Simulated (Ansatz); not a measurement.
**Geometry relaxation of Si3N4 (part 1 of 2)**

System: Si3N4 (I-43d, 14 atoms in the cell).
Method: DFT, PBE, plane-wave PAW, default files, scalar-relativistic, no spin polarisation (Ansatz 0.2.0).

The structure derives from an entry of the Crystallography Open Database. It belongs to a series of runs on one base structure; here: ions relaxed at fixed cell. Figures and captions count atoms from 1; the log counts them from 0 in places.

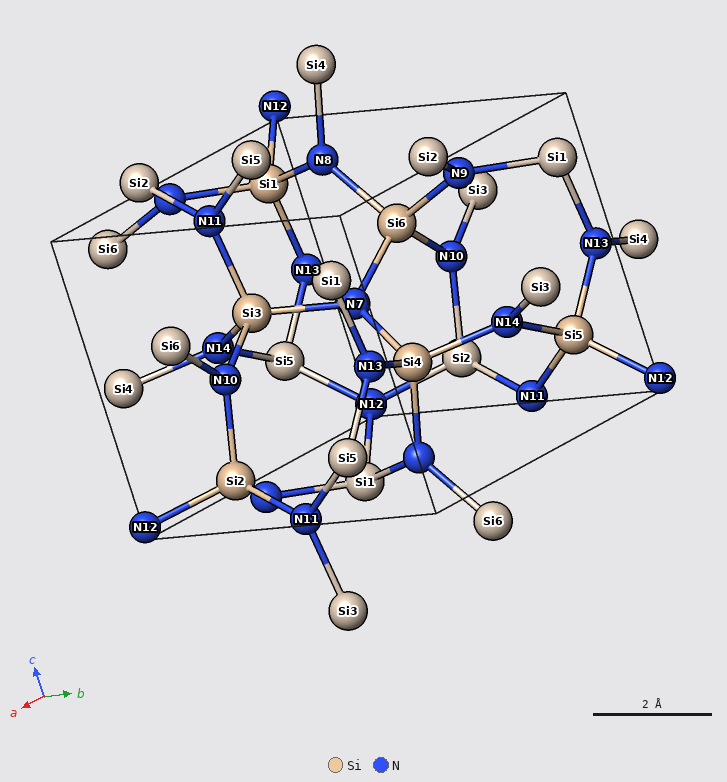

Figure 1. The starting structure (ball-and-stick view of the cell of the calculation, seen at an oblique angle; neighbours outside the cell are drawn fainter; atoms are numbered from 1 in the order of the input). Near neighbours in the crystal (not all of them lie inside the picture): Si has 4 N at 1.75 Å; N has 3 Si at 1.75 Å.

Key numbers:

| quantity | value |
| --- | --- |
| outcome | converged |
| space group (tolerance 0.01 Å) | I-43d (220) |
| electrons treated | 64 |
| free energy | −6900.4137 eV |
| Fermi energy | 11.390 eV |
| gap on the k-point mesh | 4.07 eV |
| pressure | 1.94 GPa |
| final volume | 135.72 Å³ |
| field gradient V_zz (10²¹ V/m²) | Si −0.10, Si −0.10, Si −0.10, Si −0.10, Si −0.10, Si −0.10, N −5.77, N −5.77 (the first 8 of 14 sites) |
| largest force (length of the vector) at the end | 0.021 eV/Å |
| final cell | a = 5.607 Å, b = 5.607 Å, c = 5.607 Å, α = 109.47°, β = 109.47°, γ = 109.47° |
| hardware | 1 thread of Arm Neoverse V1, 24 GiB of memory available, shared host |
| wall time | 21 s |
| peak memory | 0.4 GiB |

Remarks:

The program warns: the SCF threshold is looser than advised for the printed stress.

The input:
```yaml
crystal:
  lattice:
    - [-3.23735, 3.23735, 3.23735]
    - [3.23735, -3.23735, 3.23735]
    - [3.23735, 3.23735, -3.23735]
  atoms:
    - { symbol: Si, position: [0.25, 0.125, 0.875] }
    - { symbol: Si, position: [0.875, 0.25, 0.125] }
    - { symbol: Si, position: [0.75, 0.375, 0.625] }
    - { symbol: Si, position: [0.625, 0.75, 0.375] }
    - { symbol: Si, position: [0.125, 0.875, 0.25] }
    - { symbol: Si, position: [0.375, 0.625, 0.75] }
    - { symbol: "N", position: [0.5628, 0.5628, 0.5628] }
    - { symbol: "N", position: [0.4372, 0.5, 0.0] }
    - { symbol: "N", position: [0.5, 0.0, 0.9372] }
    - { symbol: "N", position: [0.0, 0.4372, 0.5] }
    - { symbol: "N", position: [0.9372, 0.5, 0.0] }
    - { symbol: "N", position: [0.0628, 0.0628, 0.0628] }
    - { symbol: "N", position: [0.0, 0.9372, 0.5] }
    - { symbol: "N", position: [0.5, 0.0, 0.4372] }
kpoints:
  mp_grid: { grid: [6, 6, 6] }
scf:
  occupations: { method: fermi_dirac, width: 0.02 }
hamiltonian:
  xc: pbe
  pseudopotentials: { kind: paw }
output:
  forces: true
  stress: true
  populations: true
  efg:
    quadrupole_moments_barn: { "N": 0.02044 }
    contact_densities: true
  write_density: true
  write_potential: true
  elf: true
  volumetric_format: npy
relax:
  f_tol: 0.02
  max_steps: 60
```

Launched with:
```bash
ansatz run input.yaml --threads 1 --pin off --max-ram 2560MiB --backend cpu --events-out ev --progress --plain --runs-dir out
```

Log:
```
Warning: output.stress: scf.convergence.dr2_threshold = 1e-7 eV (the SCF's general default) is looser than the 1.4e-9 eV advised for a printed stress (1e-10 eV for each atom of the cell: 14). What an SCF threshold leaves in a stress goes as its square root, and in the free energy as the threshold itself, and one threshold admits the most on a small cell: of the crystals measured, under no hybrid functional and no lock of the moments, on runs that ended without the residual-converged pass, on stresses that held no estimate of that error, the worst erred by over 100 MPa in a component at 1e-7 eV an atom and by under 5 at 1e-10. Every solve of this run answers to scf.convergence.dr2_threshold, and the tensor of one is reported: a single SCF on the reported geometry and on this run's grids (its basis.xc_grid and basis.ecutrho_ratio typed), with scf.convergence.dr2_threshold at 1.4e-9 eV or tighter, prints it and tightens no other solve. Else set scf.convergence.dr2_threshold to 1.4e-9 eV or tighter. The threshold is an SCF's pass mark: one that does not reach it within its budget of iterations ends unconverged, or closes short of it on a stop that the run arms, and scf.convergence.dr2_threshold's page says what that costs each kind of run
Engine: ansatz 0.2.0, aarch64-unknown-linux-gnu
Pseudopotentials: kind: paw
Pseudopotential: Si, paw, valence charge 4, recommended cutoff 420 eV (normal), Si.paw.azcp
Pseudopotential: N, paw, valence charge 5, recommended cutoff 420 eV (normal), N.paw.azcp
Functional definition: PBE
  parameter kappa = 0.804
  parameter beta = 0.06672455060314922
  exchange = pbe_x(kappa = kappa, mu = beta*pi^2/3)
  correlation = pbe_c(beta = beta)
Crystal: 14 atoms, lattice volume = 135.715 Å³
Basis set: ecut = 420 eV, 2659 PW (Γ), exchange–correlation on 80×80×80 points (8 copies of the dense FFT grid, shifted against one another)
Bands: 46, of which v1, the nominal top of the filled ones, is band 32 counted from 1 (31 counted from 0)
Symmetry: 24 space group operations
Space group: I-43d (ITA 220), of the structure as read, at distance tolerance 5.1e-5 Å
k-points: 16 of 216 (time reversal used)
Non-local potential: Si, projectors of the file, l = 0: 2, l = 1: 2, l = 2: 2
Non-local potential: N, projectors of the file, l = 0: 2, l = 1: 2, l = 2: 1
PAW form: soft (Blöchl's): semilocal exchange-correlation on the pseudo side does not see the compensation charge
PAW one-centre angular grid: Si, 110 points (default); XC on 64 Gauss nodes
PAW one-centre angular grid: N, 110 points (default); XC on 64 Gauss nodes
Initial density: superposition of atomic densities (neutral atoms: chi_scale 0, normalization atom), corrected by the library's trained network
Initial wavefunctions: pseudopotential atomic-orbital guess
Functional: x = pbe(κ = 0.804, μ = 0.2195149727645171), c = pbe(β = 0.06672455060314922)
SCF iter   1: F=—  HF=-6900.410890 eV  |F-HF|=—  |Δ(HF+E_count)|=         —  Δρ=2.41e-3  dr2=3.79e-3  ethr=1.77e-3  ⟨swp⟩=6.6  Hψ=3468  notcnv=0  defer=30
preconditioner: auto → Resta (q_TF=auto, 2.407 Å⁻¹)  ε∞=4.3  [insulator: Δε(μ)=4.054 eV  Ē_g=14.097 eV  σ=0.020 eV  W_gap=1.00  n_scr=42 (ndim 8)  ℏωp=25.5 eV  f_vac=0.000  D(μ)=0.00/eV (n_scr^D=0)  ε∞_Penn≈4.3]
SCF iter   2: F=—  HF=-6900.413163 eV  |F-HF|=—  |Δ(HF+E_count)|=   2.27e-3  Δρ=1.33e-3  dr2=9.19e-4  ethr=5.92e-6  ⟨swp⟩=2.0  Hψ=1359  notcnv=0  defer=107
SCF iter   3: F=—  HF=-6900.413652 eV  |F-HF|=—  |Δ(HF+E_count)|=   4.90e-4  Δρ=2.33e-4  dr2=3.70e-5  ethr=1.44e-6  ⟨swp⟩=2.6  Hψ=1165  notcnv=0  defer=107
iter 4 did not close the SCF: its close was put off for the readings that it lacked (scf_convergence_deferred on its scf_iter line)
SCF iter   4: F=-6900.413676 eV  HF=-6900.413675 eV  |F-HF|=8.24e-7  |Δ(HF+E_count)|=   2.32e-5  Δρ=5.44e-5  dr2=1.54e-6  ethr=5.78e-8  ⟨swp⟩=2.0  Hψ=1102  notcnv=0  defer=107
iter 5 did not close the SCF: its close was put off for the readings that it lacked (scf_convergence_deferred on its scf_iter line)
SCF iter   5: F=-6900.413676 eV  HF=-6900.413676 eV  |F-HF|=9.85e-8  |Δ(HF+E_count)|=   9.96e-7  Δρ=1.40e-5  dr2=1.69e-7  ethr=2.41e-9  ⟨swp⟩=2.0  Hψ=1121  notcnv=0  defer=107
SCF iter   6: F=-6900.413676 eV  HF=-6900.413676 eV  |F-HF|=3.98e-9  |Δ(HF+E_count)|=   3.38e-8  Δρ=2.38e-6  dr2=4.20e-9  ethr=2.63e-10  ⟨swp⟩=6.0  Hψ=4222  notcnv=0
SCF 1 converged in 6 iterations: F = -6900.413676 eV  dr2 = 4.20e-9
  greatest PAW one-centre occupation: 0.788 electrons in one spin orbital (limit 2), on the N atom at site 12 (counted from 0), in its partial waves of l = 0
relax step   1: F+E_penalty+E_count = -6900.41367627 eV  Δ(F+E_penalty+E_count) = +0.000e0 eV  max|allowed force component| = 1.203e-2 eV/Å  Δτ_max = 0.0000 Å  (6 SCF iters, dr2 threshold 1.00e-5 eV, accepted)
Initial density: handed on by an earlier stage of this run
Initial wavefunctions: those handed on with the density
iter 1 solved again at ethr=7.74e-12 eV; its pass at ethr=3.10e-3 eV (dr2=4.95e-9 eV) is discarded
SCF iter   1: F=—  HF=-6900.413630 eV  |F-HF|=—  |Δ(HF+E_count)|=         —  Δρ=2.89e-6  dr2=5.50e-9  ethr=7.74e-12  ⟨swp⟩=3.2  Hψ=2480  notcnv=0  defer=111
preconditioner: auto → Resta (q_TF=auto, 2.407 Å⁻¹)  ε∞=4.3  [insulator: Δε(μ)=4.074 eV  Ē_g=14.105 eV  σ=0.020 eV  W_gap=1.00  n_scr=42 (ndim 8)  ℏωp=25.5 eV  f_vac=0.000  D(μ)=0.00/eV (n_scr^D=0)  ε∞_Penn≈4.3]
SCF iter   2: F=-6900.413676 eV  HF=-6900.413676 eV  |F-HF|=1.45e-9  |Δ(HF+E_count)|=   4.68e-5  Δρ=1.88e-6  dr2=2.62e-9  ethr=7.74e-12  ⟨swp⟩=7.6  Hψ=3893  notcnv=0
SCF 2 converged in 2 iterations: F = -6900.413676 eV  dr2 = 2.62e-9
  greatest PAW one-centre occupation: 0.788 electrons in one spin orbital (limit 2), on the N atom at site 13 (counted from 0), in its partial waves of l = 0
relax step   2: F+E_penalty+E_count = -6900.41367627 eV  Δ(F+E_penalty+E_count) = -1.119e-10 eV  max|allowed force component| = 1.202e-2 eV/Å  Δτ_max = 0.0000 Å  (2 SCF iters, accepted)
NSCF: frozen V_eff on 16 k-points
the band table was solved once a step of the walk had ended and its energy, with any forces and stress, was formed, with the checks that follow a solve (3848 applications of the Hamiltonian). They found nothing against the state; the energy, forces and stress were not computed again (output.eigenvalues in the input reference)
SCF converged after 2 iterations
Free energy (F): -6900.413676 eV
Harris-Foulkes:  -6900.413676 eV  (|F-HF|=1.45e-9)
Internal energy: -6900.413676 eV  (E = F + TS)
E sigma→0 (E₀):  -6900.413676 eV
Fermi energy:    11.389675 eV
--- Per-component energies (eV) ---
  E_band       = 139.055199
  E_kinetic    = 1349.067844
  E_local      = -1753.227867  (includes V_loc(G=0)·N_el)
  E_nonlocal   = 508.329554
  E_hartree    = 559.909399
  E_xc         = -826.438178
  E_vxc        = -911.597901  (∫ρ·V_xc dr)
  E_paw        = -4099.752692  (= ΣΔE_a)
  E_vpaw       = -173.336699  (= ΣTr[D̂ρ^β])
  E_aug_tail   = 0.000836  (compensation charges beyond the density's cutoff)
  E_ewald      = -2638.302572
  E_smearing   = -0.000000  (= −TS)
  E_closure    = -0.000000  (closes the sum)
  Σ components = -6900.413676   (vs F -6900.413676, Δ=0.00e0)
--- Forces (eV/Å), atoms counted from 1 ---
  atom   1  Si    -0.00000000     0.00000000    -0.00000000
  atom   2  Si     0.00000000    -0.00000000     0.00000000
  atom   3  Si    -0.00000000    -0.00000000    -0.00000000
  atom   4  Si     0.00000000    -0.00000000     0.00000000
  atom   5  Si     0.00000000    -0.00000000     0.00000000
  atom   6  Si    -0.00000000    -0.00000000    -0.00000000
  atom   7  N     -0.01202390    -0.01202390    -0.01202390
  atom   8  N     -0.01202390     0.01202390     0.01202390
  atom   9  N      0.01202390     0.01202390    -0.01202390
  atom  10  N      0.01202390    -0.01202390     0.01202390
  atom  11  N     -0.01202390     0.01202390     0.01202390
  atom  12  N     -0.01202390    -0.01202390    -0.01202390
  atom  13  N      0.01202390    -0.01202390     0.01202390
  atom  14  N      0.01202390     0.01202390    -0.01202390
  max |Σ_I F_I| component: 1.79e-16 eV/Å
--- Stress (GPa, compression-positive) ---
        1.940619      -0.000000       0.000000
        0.000000       1.940619       0.000000
       -0.000000       0.000000       1.940619
  P = ⅓ Tr σ = 1.9406 GPa (19.406 kbar)
```
